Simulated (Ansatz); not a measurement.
## SiC (F-43m):Al_Si, thermodynamic levels from a 54-atom cell

Charge states of Al_Si in SiC (F-43m), set against the band edges. Model: a cell of 54 host atoms with 1 Si taken out and 1 Al put in.

Method: place-levels on r2SCAN runs: charge-transition levels and formation energies with image-charge correction and potential alignment at the atomic sites; PAW set soft_1, in Ansatz 0.2.0.

**What experiment says.**

For SiC, cubic 3C zincblende (literature value), “Insight into the structural, elastic and electronic properties of a new orthorhombic 6O-SiC polytype” (2020, pmc:7200658) quotes earlier work: band gap (indirect gap) 2.4 eV [literature value; measurement temperature and method not stated].

**1. Set-up**

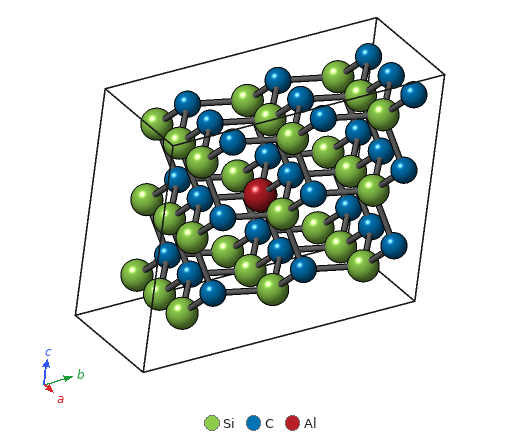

The starting structure, seen slightly off an axis (silicon green, carbon blue, aluminium red).

The cell holds 54 atoms: 26 Si, 27 C and 1 Al. Cell: a = 9.242 Å, b = 9.242 Å, c = 9.242 Å, α = 60.0°, β = 60.0°, γ = 60.0°. It derives from SiC (space group F-43m). Nearest the centre at fractional (0.333, 0.667, 0.667): Al35 at 0.00 Å, C30 at 1.89 Å, C34 at 1.89 Å, C36 at 1.89 Å, C18 at 1.89 Å, Si25 at 3.08 Å, Si23 at 3.08 Å, Si13 at 3.08 Å.

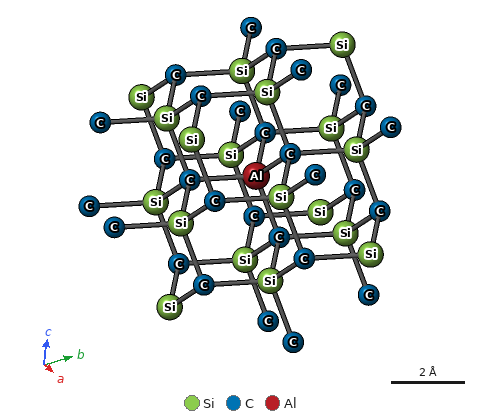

The atoms within 5 Å of the centre.

Known beforehand: the electronic dielectric constant, 7.06, and the static one, 10.43, computed on the host (DFPT, PBEsol, on the r2SCAN cell), and a cell off the functional's own equilibrium shifts the ionic part.

The cell's shortest repeat is 9.2 Å.

**2. What was run first**

A transition level is the Fermi level at which two charge states cost the same, so each charge needs its own total energy, at its own relaxed structure.

Each atom starts 0.05 Å or so off its site in a random direction: a symmetric start keeps its symmetry, and would miss off-centre moves and Jahn–Teller distortions. Forces are taken on a 2×2×2 shifted mesh. The cell holds 1 electron more than the neutral one, with a uniform background that keeps it neutral on the whole.

The sampling was tested on the host first: at the k-points planned (1x1x1 shifted 0.25 0.25 0.25) its energy lies 0.119 eV an atom from the dense-mesh value, so the final energies take a denser sampling.

One state's input; the others differ in charge, spin, start and seed, and in occupations where the table says so.

Input file qm1.relax/input.yaml:

```yaml
crystal:
  lattice:
    - [0.0, 6.53488873, 6.53488873]
    - [6.53488873, 0.0, 6.53488873]
    - [6.53488873, 6.53488873, 0.0]
  atoms:
    - { symbol: Si, position: [0.0, 0.0, 0.0] }
    - { symbol: C, position: [0.08333333, 0.08333333, 0.08333333] }
[... 2 atom lines left out ...]
    - { symbol: Si, position: [0.0, 0.0, 0.66666667] }
    - { symbol: C, position: [0.08333333, 0.08333333, 0.75] }
[... 6 atom lines left out ...]
    - { symbol: Si, position: [0.0, 0.66666667, 0.0] }
    - { symbol: C, position: [0.08333333, 0.75, 0.08333333] }
[... 2 atom lines left out ...]
    - { symbol: Si, position: [0.0, 0.66666667, 0.66666667] }
    - { symbol: C, position: [0.08333333, 0.75, 0.75] }
[... 2 atom lines left out ...]
    - { symbol: Si, position: [0.33333333, 0.0, 0.33333333] }
[... 1 atom line left out ...]
    - { symbol: Si, position: [0.33333333, 0.0, 0.66666667] }
[... 1 atom line left out ...]
    - { symbol: Si, position: [0.33333333, 0.33333333, 0.0] }
    - { symbol: C, position: [0.41666667, 0.41666667, 0.08333333] }
[... 2 atom lines left out ...]
    - { symbol: Si, position: [0.33333333, 0.33333333, 0.66666667] }
    - { symbol: C, position: [0.41666667, 0.41666667, 0.75] }
    - { symbol: Si, position: [0.33333333, 0.66666667, 0.0] }
[... 1 atom line left out ...]
    - { symbol: Si, position: [0.33333333, 0.66666667, 0.33333333] }
    - { symbol: C, position: [0.41666667, 0.75, 0.41666667] }
    - { symbol: Al, position: [0.33333333, 0.66666667, 0.66666667] }
    - { symbol: C, position: [0.41666667, 0.75, 0.75] }
[... 10 atom lines left out ...]
    - { symbol: Si, position: [0.66666667, 0.33333333, 0.66666667] }
[... 3 atom lines left out ...]
    - { symbol: Si, position: [0.66666667, 0.66666667, 0.33333333] }
[... 1 atom line left out ...]
    - { symbol: Si, position: [0.66666667, 0.66666667, 0.66666667] }
    - { symbol: C, position: [0.75, 0.75, 0.75] }
  host:
    repeats: [3, 3, 3]
    atoms:
      - { symbol: Si, position: [0.0, 0.0, 0.0] }
      - { symbol: C, position: [0.25, 0.25, 0.25] }
total_charge: -1
basis:
  ecutwfc: 500
  xc_grid: 2
hamiltonian:
  xc: r2scan
  pseudopotentials: { kind: paw, azcp: { folder: soft_1 } }
kpoints:
  mp_grid: { grid: [2, 2, 2], shift: [0.5, 0.5, 0.5] }
scf:
  occupations: { method: fixed }
  max_iter: 100
output:
  forces: true
  charged_corrections:
    epsilon: 7.06
    static_epsilon: 10.43
    defect_position: [0.333333, 0.666667, 0.666667]
relax:
  f_tol: 0.02
  max_steps: 80
  random_displacement: { amplitude: 0.05, seed: 8507 }
checkpoint:
  write: "../qm1.relax.run"
  compress: false
  write_wavefunctions: true
  write_every: 100000
```

Command:

```sh
ansatz run input.yaml --threads 4 --pin off --max-ram 7536MiB --backend cpu --events-out ev --progress --plain --runs-dir out
```

The run of this state that the levels use, under r2SCAN:

Input file qm1.point/input.yaml:

```yaml
crystal:
  checkpoint: "../qm1.relax.run"
  host: checkpoint
total_charge: -1
basis:
  ecutwfc: 500
  xc_grid: 2
hamiltonian:
  xc: r2scan
  pseudopotentials: { kind: paw, azcp: { folder: soft_1 } }
kpoints:
  mp_grid: { grid: [2, 2, 2], shift: [0.5, 0.5, 0.5] }
scf:
  occupations: { method: fixed }
  max_iter: 100
output:
  forces: true
  eigenvalues: true
  charged_corrections:
    epsilon: 7.06
    static_epsilon: 10.43
    defect_position: [0.333333, 0.666667, 0.666667]
  eigenstates: { localisation: true }
  populations: true
  band_densities: [{ bands: [v1, v1] }, { bands: [c1, c1] }]
  write_density: true
  write_potential: true
  volumetric_format: npy
  elf: true
checkpoint:
  read: "../qm1.relax.run"
  write: "../qm1.point.run"
  compress: false
  write_wavefunctions: false
  write_every: 100000
```

Relaxations under r2SCAN at a 2×2×2 shifted mesh; times on 4 threads of Intel Xeon Platinum 8259CL at 2.50GHz (Skylake/Cascade Lake), shared host:

```tsv
charge	moment (μB)	occupations	outcome	steps	largest displacement against the far atoms (Å)	time
−1	0	fixed	converged	5	0.08	2.3 min
0	1	fixed	converged	6	0.09	7.1 min
+1	0	fixed	converged	5	0.11	2.8 min
+1	2	fixed	converged	5	0.10	5.6 min
```

Single points under r2SCAN at a 2×2×2 shifted mesh; times on 4 threads of Intel Xeon Platinum 8259CL at 2.50GHz (Skylake/Cascade Lake), shared host:

```tsv
charge	moment (μB)	occupations	outcome	time
−1	0	fixed	converged	35 s
0	1	fixed	converged	64 s
+1	0	fixed	converged	30 s
+1	2	fixed	converged	59 s
```

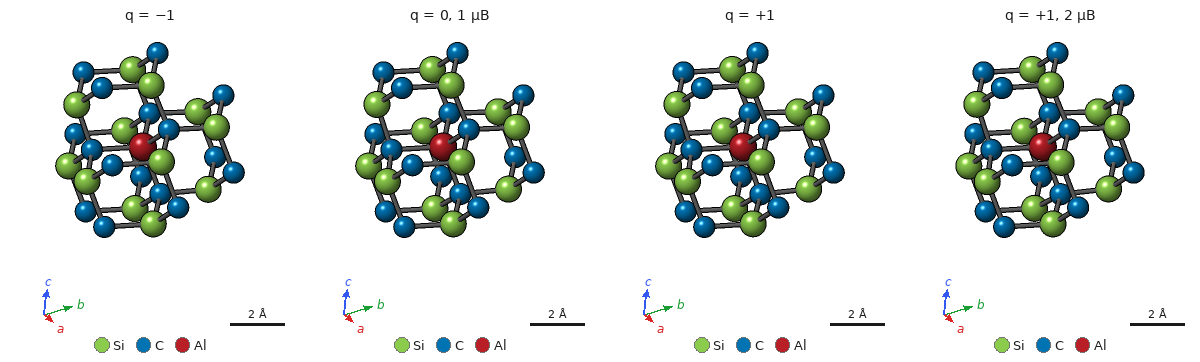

The structures near the centre after relaxation with r2SCAN, by charge.

Distances (Å) from Al35 to the nearest atoms after relaxation with r2SCAN:

```tsv
charge	moment (μB)	1.	2.	3.	4.	5.	6.
−1	0	C 1.96	C 1.96	C 1.96	C 1.96	Si 3.07	Si 3.07
0	1	C 1.95	C 1.97	C 1.98	C 1.99	Si 3.06	Si 3.07
+1	0	C 1.94	C 1.98	C 1.98	C 2.00	Si 3.06	Si 3.07
+1	2	C 1.98	C 1.98	C 1.98	C 1.99	Si 3.08	Si 3.08
```

**3. place-levels, r2SCAN**

A charged cell interacts with its images and the background, and its potential has another zero than the host's. place-levels removes the first by a point-charge model, screened by the static dielectric constant since the ions have relaxed around the charge, and the second by comparing potentials at atoms far from the defect.

The host is a run of the defect-free crystal in the same cutoffs, grids and k-points, so that basis and sampling errors cancel in part in the differences. The host is run in a cell of 2 atoms on a matching mesh. Its band edges are searched through the zone by a band path, so the gap is smaller than, or equal to, that on the mesh. Chemical potentials are energies per atom of Si (diamond) and Al (fcc), run with the same functional and cutoff.

Input file levels.point.yaml:

```yaml
host:
  run: host.point.run
states: [qm1.point.run, q0_M1.point.run, qp1.point.run, qp1_M2.point.run]
geometry_from:
  qm1.point.run: qm1.relax.run
  q0_M1.point.run: q0_M1.relax.run
  qp1.point.run: qp1.relax.run
  qp1_M2.point.run: qp1_M2.relax.run
  host.point.run: host.relax.run
chemical_potentials:
  Si:
    energy: -639.06578
    dataset: <sha256 of the dataset>
  Al:
    energy: -540.418346
    dataset: <sha256 of the dataset>
epsilon: 7.06
static_epsilon: 10.43
vertical:
  - { from: qm1.point.run, to: qm1.point_neutral.run }
  - { from: qp1.point.run, to: qp1.point_neutral.run }
  - { from: qp1_M2.point.run, to: qp1_M2.point_neutral.run }
```

Command:

```sh
ansatz place-levels levels.point.yaml -- --threads 4 --pin off --max-ram 7536MiB
```

Numbers of over 12 decimals in the logs are rounded to 6 here.

The log of the run:

```text
[... repeated set-up lines and file paths are left out, and long positions are rounded to six places ...]
(+1/0) 0.034 eV beneath the valence edge (-0.178 eV without the band-filling correction), in the valence band
(0/-1) 0.190 eV above the valence edge, 1.520 eV under the conduction edge
formation energy of charge +1: +1.872 eV with the Fermi level at the valence edge
formation energy of charge 0: +1.839 eV with the Fermi level at the valence edge
formation energy of charge -1: +2.029 eV with the Fermi level at the valence edge
vertical -1 to 0: no energy, since no alignment is typed
  the change from vertical[0].from (qm1.point.run) to vertical[0].to (qm1.point_neutral.run): by its potential at epsilon 7.06 it stands at 0.421 0.740 0.755, with an rms radius of about 3.7 Å (2.1 2.3 2.1 Å across the planes of the cell's vectors); [...]
vertical +1 to 0: no energy, since no alignment is typed
  the change from vertical[1].from (qp1.point.run) to vertical[1].to (qp1.point_neutral.run): by its potential at epsilon 7.06 it stands at 0.444 0.784 0.782, with an rms radius of about 4.4 Å (2.5 2.5 2.5 Å across the planes of the cell's vectors); [...]
vertical +1 to 0: no energy, since no alignment is typed
  the change from vertical[2].from (qp1_M2.point.run) to vertical[2].to (qp1_M2.point_neutral.run): by its potential at epsilon 7.06 it stands at 0.428 0.766 0.763, with an rms radius of about 2.7 Å (1.6 1.4 1.6 Å across the planes of the cell's vectors); [...]
  edges by r2scan, gap 1.710 eV; the host is sampled to repeats of 18.48 Å
  the defect's cells are sampled to repeats of 18.48 Å, like sampling
  charge +1: -23974.6309 eV with its correction of +0.005 eV, at epsilon 10.43, aligned at sites: -0.2376 eV, mean over 19 atomic sites at or beyond 4.62 Å from the defect at [0.3333, 0.6667, 0.6667], with -0.000000 for the charge's moments and without [...]
  charge 0: +0.000 eV for its dipole among its images, +0.039 omitted
  charge -1: -23955.8635 eV with its correction of +0.259 eV, at epsilon 10.43, aligned at sites: -0.0164 eV, mean over 19 atomic sites at or beyond 4.62 Å from the defect at [0.3333, 0.6667, 0.6667], with +0.000000 for the charge's moments and without [...]
  charge +1: states[3] (qp1_M2.point.run) stands 0.065 eV higher, with a moment of 2.00 μB against 0.00
  of states[2] (qp1.point.run): it parts from the run at its places by a charge that spreads by about 2.5 Å along one vector (1.3 Å or more is wide), by its potential at epsilon 7.06, taken for that of held ions (one typed too small widens it), where the cell [...]
  of states[1] (q0_M1.point.run): band_overlap_at_count; stability_check_not_made; of the run under geometry_from: band_overlap_at_count
  of states[0] (qm1.point.run): it parts from the run at its places by a charge that spreads by about 2.3 Å along one vector (1.3 Å or more is wide), by its potential at epsilon 7.06, taken for that of held ions (one typed too small widens it), where the cell [...]
  of states[3] (qp1_M2.point.run): it parts from the run at its places by a charge that spreads by about 1.6 Å along one vector (1.3 Å or more is wide), by its potential at epsilon 7.06, taken for that of held ions (one typed too small widens it), where the [...]
  of vertical[0].from (qm1.point.run): it parts from the run at its places by a charge that spreads by about 2.3 Å along one vector (1.3 Å or more is wide), by its potential at epsilon 7.06, taken for that of held ions (one typed too small widens it), where [...]
  of vertical[0].to (qm1.point_neutral.run): band_overlap_at_count; stability_check_not_made
  of vertical[1].from (qp1.point.run): band_overlap_at_count; of the run under geometry_from: band_overlap_at_count; [...]
  of vertical[1].to (qp1.point_neutral.run): band_overlap_at_count; stability_check_not_made
  of vertical[2].from (qp1_M2.point.run): stability_check_not_made; [...]
  of vertical[2].to (qp1_M2.point_neutral.run): band_overlap_at_count; stability_check_not_made
```

Elapsed: 0.97 s, on 4 threads of Intel Xeon Platinum 8259CL at 2.50GHz (Skylake/Cascade Lake), shared host.

Levels between the charges placed, in eV above the valence top:

```tsv
	gap (eV)	(+1/0)	(0/−1)
r2SCAN	1.71	-0.03	0.19
```

Corrections by state:

```tsv
charge	moment (μB)	image terms and alignment (eV)	band filling (eV)	ε used	over the lowest of its charge, as the program ranks them, band filling apart (eV)
+1	0.0	0.005	-0.144	10.43	0.000
0	1.0	0.000	-	-	0.000
−1	0.0	0.259	-	10.43	0.000
+1	2.0	0.030	-	10.43	0.065
```

The charged structures listed were also run neutral, and place-levels reads from each pair, by the potential or the spins, how wide the charge is by which they differ; that can be the carrier of either run.

```tsv
charge	rms radius (Å)	spread where it is widest against the cell (Å)	wide from (Å)	reading
+1	4.4	2.54	1.31	wide
−1	3.7	2.30	1.31	wide
```

The neutral runs of these pairs need not share the spin of the lowest neutral state, and very wide values only mean spread over the cell.

From the program's caveats on the states, each cut to its opening words:

- charge +1: it parts from the run at its places by a charge that spreads by about 2.5 Å along one vector (1.3 Å or more is wide), by its potential at epsilon 7.06, taken [...]
- charge +1: a band-filling correction moves a carrier to the host's band edge, which changes its energy by -0.144 eV
- charge +1: the far atoms show a dipole or second moment of the defect's charge, for which the correction takes or leaves out 0.084 eV: further moments aren't read, and [...]
- charge +1, 0 (1 μB): filled levels lie above empty ones at the fixed electron count
- charge 0 (1 μB), +1 (2 μB): flagged: stability check not made
- charge −1: it parts from the run at its places by a charge that spreads by about 2.3 Å along one vector (1.3 Å or more is wide), by its potential at epsilon 7.06, taken [...]
- charge −1: its alignment with the host at atomic sites is doubtful: the mean over the far sites moves by +0.1567 eV from their farther parts to their nearer, more than [...]
- charge +1 (2 μB): it parts from the run at its places by a charge that spreads by about 1.6 Å along one vector (1.3 Å or more is wide), by its potential at epsilon 7.06, taken [...]
- charge +1 (2 μB): its alignment with the host at atomic sites is doubtful: the mean over the far sites moves by -0.0909 eV from their farther parts to their nearer, more than [...]

The host's formation energy from the elements is -0.356 eV per atom; it sets how far the chemical potentials can move.

Limit set by the element alone; other compounds of these elements are not counted. Chemical potentials from the elements' reference states: C 0.00 eV, Si -0.71 eV, Al 0.00 eV. Formation energies (C-rich), with the Fermi level at the valence top and at the conduction bottom (gap 1.71 eV):

```tsv
charge	at valence top (eV)	at conduction bottom (eV)	correction included (eV)
+1	1.16	2.87	-0.14
0	1.13	1.13	0.00
−1	1.32	-0.39	0.26
```

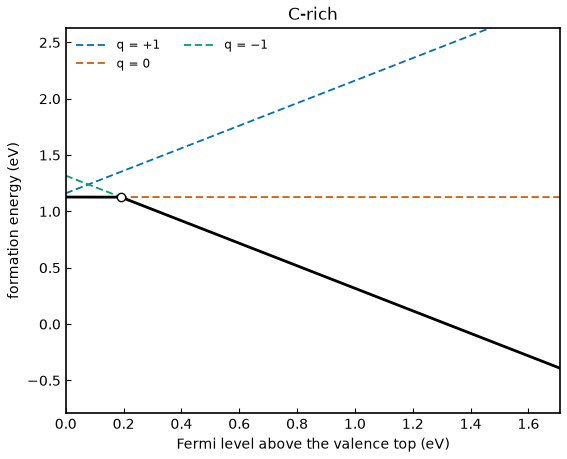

Formation energy against Fermi level; the thick line follows the lowest charge state and circles mark the transition levels.

Limit set by the element alone; other compounds of these elements are not counted. Chemical potentials from the elements' reference states: Si 0.00 eV, C -0.71 eV, Al 0.00 eV. Formation energies (Si-rich), with the Fermi level at the valence top and at the conduction bottom (gap 1.71 eV):

```tsv
charge	at valence top (eV)	at conduction bottom (eV)	correction included (eV)
+1	1.87	3.58	-0.14
0	1.84	1.84	0.00
−1	2.03	0.32	0.26
```

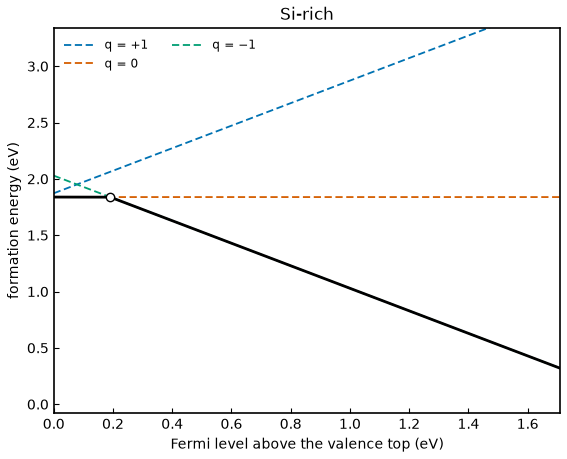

Formation energy against Fermi level; the thick line follows the lowest charge state and circles mark the transition levels.

The charge transition levels (eV, zero at the valence-band top of the host):

```tsv
	conduction bottom	valence top
Al_Si	1.71	0.00
```

```tsv
	level	energy (eV)
Al_Si	(+1/0)	-0.03
Al_Si	(0/−1)	0.19
```

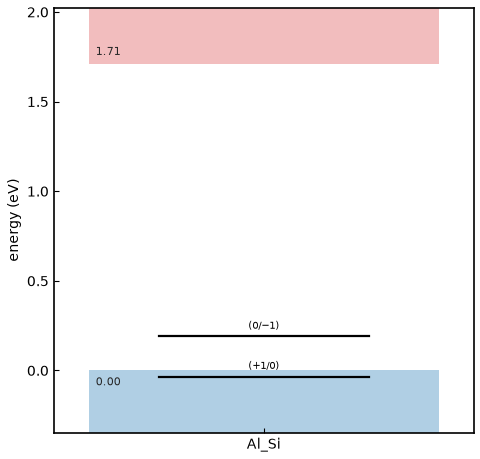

Charge transition levels. Shaded: valence and conduction bands.

**4. Outcome**

| Item | Value |
| --- | --- |
| gap of the host | 1.71 eV (r2SCAN) |
| level (plus 1/0) | 0.03 eV below the valence top (-0.18 eV above the valence top without the band-filling term) |
| level (0/minus 1) | 0.19 eV above the valence top |
| lowest of the charges placed, just above the valence top (0.02 eV) | 0 |
| lowest of the charges placed, just below the conduction bottom (0.02 eV) | −1 |
| lowest formation energy at mid-gap of the charges run, C-rich | 0.46 eV |
| lowest formation energy at mid-gap of the charges run, Si-rich | 1.17 eV |

In words: Of the charges placed (−1, 0 and +1), the lowest changes at 0.19 eV (0/−1) above the valence top, in a gap of 1.71 eV. (0/−1) lies nearer to a band edge than the share of the finite-size correction in it (0.26 eV), and that correction holds for a localised charge alone. Charges below −1 were not placed, so these runs say nothing of levels that involve them. States placed: +1 at 0 μB and 2 μB; 0 at 1 μB; −1 at 0 μB. Other spin states or structures, where not listed, weren't placed. The program finds carriers beyond a band edge of the host and adds a band-filling term at charge +1 (-0.14 eV); steps to such a charge show no bound level, and a defect level inside a band would be read the same way. Al is taken at its element; compounds, which aren't counted here, bound the chemical potentials and would shift these formation energies. The program doubts the alignment of potentials for at least one state, a sign that the cell is small. Limits: r2SCAN makes the gap too small and tends to spread out bound carriers.

Computed beside measured:

| quantity | measured | r2SCAN |
| --- | --- | --- |
| band gap (least gap of the host) (eV) | 2.4 | 1.71 (-0.69 eV) |

Measured values from pmc:7200658 (2020).

How well it matches: The band gap is off by -0.69 eV: a clear miss. Local and semilocal functionals usually give gaps below the measured ones. Zero-point and thermal motion shift the measured gap.

[Logs are printed without paths, hosts, clocks, repeated set-up lines and the standing remarks that a program may print on its own settings, such as how far it seeks lower states.]

[Hosts, paths, dates, database ids (printed as entryN), source tags and the programs' standing remarks are cut or masked in the printed files.]

[Where a table of states has a column of steps, it counts the stored structures, which are thinned; the runs took as many ionic steps or more.]

[A defect's name tells the site on which it was built; relaxed atoms can leave that site.]

[For some hosts the program warned that the k-mesh of the response run may be too coarse for force constants and the static dielectric constant; such warnings are not shown here.]
